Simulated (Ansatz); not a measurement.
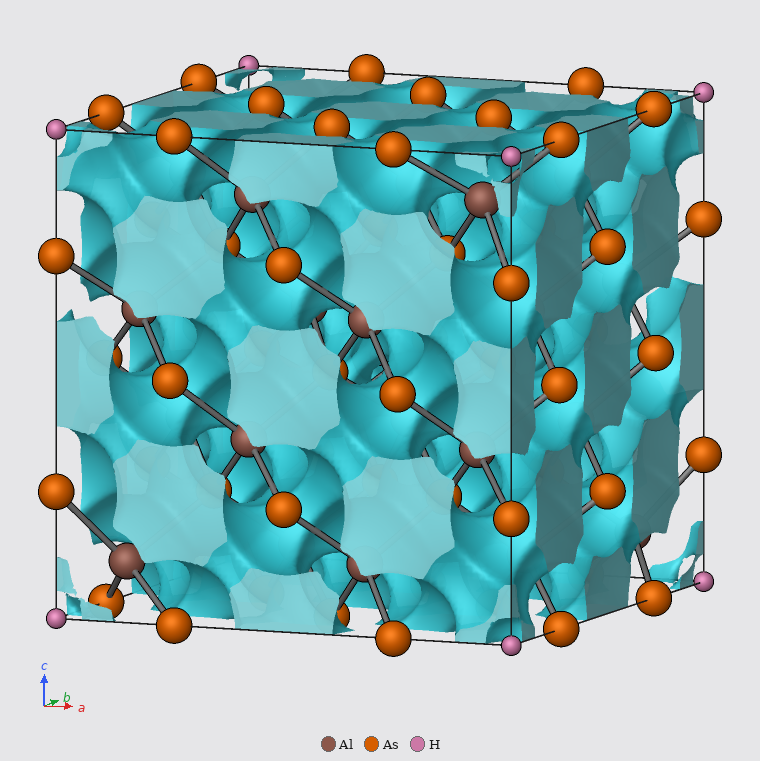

The teal surface encloses the points that the centre of a probe sphere of radius 0.35 Å can occupy in Al16As16H (I-43m), computed on a grid of about 0.16 Å (1×1×1 cells shown, view slightly off an axis; pale faces close the region where the box cuts it).

The atoms' radii are covalent radii (Cordero): Al 1.21 Å, As 1.19 Å, H 0.31 Å.

The cell is taken from coordinates from a relaxation in a fixed cell with DFT PBE, scalar-relativistic, plane waves, PAW (Ansatz 0.2.0).

```cif
data_structure
_symmetry_space_group_name_H-M 'P 1'
_symmetry_Int_Tables_number 1
_cell_length_a 11.4558
_cell_length_b 11.4558
_cell_length_c 11.4558
_cell_angle_alpha 90.000
_cell_angle_beta 90.000
_cell_angle_gamma 90.000
_cell_volume 1503.42
loop_
_atom_site_label
_atom_site_type_symbol
_atom_site_fract_x
_atom_site_fract_y
_atom_site_fract_z
_atom_site_occupancy
Al1 Al 0.12351 0.62897 0.62897 1
Al2 Al 0.62897 0.37103 0.87649 1
Al3 Al 0.87103 0.87103 0.62351 1
Al4 Al 0.60933 0.60933 0.60933 1
Al5 Al 0.37103 0.62897 0.87649 1
Al6 Al 0.12897 0.62351 0.12897 1
Al7 Al 0.62897 0.87649 0.37103 1
Al8 Al 0.37103 0.87649 0.62897 1
Al9 Al 0.60933 0.39067 0.39067 1
Al10 Al 0.89067 0.89067 0.10933 1
Al11 Al 0.87103 0.62351 0.87103 1
Al12 Al 0.12897 0.12897 0.62351 1
Al13 Al 0.89067 0.10933 0.89067 1
Al14 Al 0.62351 0.87103 0.87103 1
Al15 Al 0.87649 0.37103 0.62897 1
Al16 Al 0.87649 0.62897 0.37103 1
As1 As 0.24337 0.75663 0.75663 1
As2 As 0.75000 0.50000 0.00000 1
As3 As 0.50000 0.50000 0.24090 1
As4 As 0.74337 0.74337 0.74337 1
As5 As 0.00000 0.25000 0.50000 1
As6 As 0.75663 0.24337 0.75663 1
As7 As 0.75000 0.00000 0.50000 1
As8 As 0.00000 0.50000 0.25000 1
As9 As 0.75910 0.50000 0.50000 1
As10 As 0.50000 0.50000 0.75910 1
As11 As 0.50000 0.24090 0.50000 1
As12 As 0.75663 0.75663 0.24337 1
As13 As 0.50000 0.75910 0.50000 1
As14 As 0.24090 0.50000 0.50000 1
As15 As 0.00000 0.50000 0.75000 1
As16 As 0.00000 0.75000 0.50000 1
H1 H 0.50000 0.50000 0.50000 1
Al17 Al 0.62351 0.12897 0.12897 1
Al18 Al 0.12897 0.87103 0.37649 1
Al19 Al 0.37103 0.37103 0.12351 1
Al20 Al 0.10933 0.10933 0.10933 1
Al21 Al 0.87103 0.12897 0.37649 1
Al22 Al 0.62897 0.12351 0.62897 1
Al23 Al 0.12897 0.37649 0.87103 1
Al24 Al 0.87103 0.37649 0.12897 1
Al25 Al 0.10933 0.89067 0.89067 1
Al26 Al 0.39067 0.39067 0.60933 1
Al27 Al 0.37103 0.12351 0.37103 1
Al28 Al 0.62897 0.62897 0.12351 1
Al29 Al 0.39067 0.60933 0.39067 1
Al30 Al 0.12351 0.37103 0.37103 1
Al31 Al 0.37649 0.87103 0.12897 1
Al32 Al 0.37649 0.12897 0.87103 1
As17 As 0.74337 0.25663 0.25663 1
As18 As 0.25000 0.00000 0.50000 1
As19 As 0.00000 0.00000 0.74090 1
As20 As 0.24337 0.24337 0.24337 1
As21 As 0.50000 0.75000 0.00000 1
As22 As 0.25663 0.74337 0.25663 1
As23 As 0.25000 0.50000 0.00000 1
As24 As 0.50000 0.00000 0.75000 1
As25 As 0.25910 0.00000 0.00000 1
As26 As 0.00000 0.00000 0.25910 1
As27 As 0.00000 0.74090 0.00000 1
As28 As 0.25663 0.25663 0.74337 1
As29 As 0.00000 0.25910 0.00000 1
As30 As 0.74090 0.00000 0.00000 1
As31 As 0.50000 0.00000 0.25000 1
As32 As 0.50000 0.25000 0.00000 1
H2 H 0.00000 0.00000 0.00000 1
```

Describe the connectivity of the accessible space.

Answer. Where they connect, they form a three-dimensional network.

What share of the cell can the probe's centre reach?

Answer. About 41 % of the volume (610 Å³ of 1503.4 Å³).

Give the largest included and the largest free sphere.

Answer. The largest sphere that fits anywhere has a diameter of 2.74 Å; the largest that can travel through the crystal, about 2.2 Å.

How does the connectivity change as the probe shrinks?

Answer. Below a radius of about 1.10 Å the space forms a three-dimensional network. These are grid estimates, good to about 0.05 Å.
